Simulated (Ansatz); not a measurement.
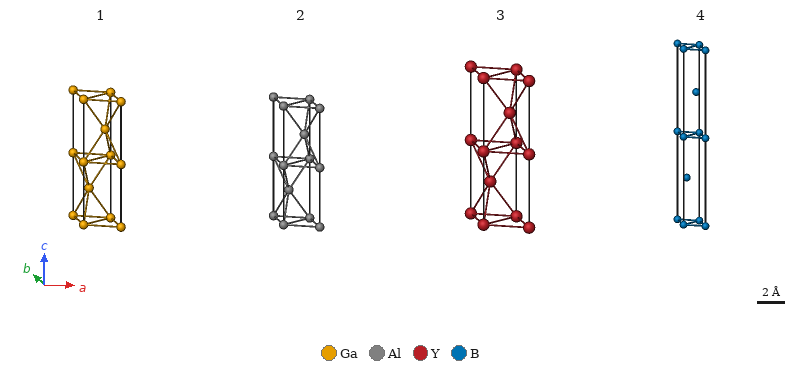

One structure type (space group P6_3/mmc for the parent) with different elements on its sites, each relaxed in cell and atoms to zero pressure (within 0.1 GPa). Style: ball-and-stick. Shown: the cell of the calculation, slightly off an axis.

These are results of DFT PBE+D3(BJ), scalar-relativistic, plane waves, PAW (Ansatz), not measurements. Set-up: plane-wave cutoff 420 eV; occupations gaussian; smearing width 0.1 eV; no spin polarisation. The k-mesh is chosen for each cell (18×18×6, 12×12×4, 30×30×4).

Give the formulas, and rank the crystals by volume per atom, smallest first.

4 = B (8.6 Å³), 2 = Al (15.9 Å³), 1 = Ga (18.0 Å³), 3 = Y (31.1 Å³).
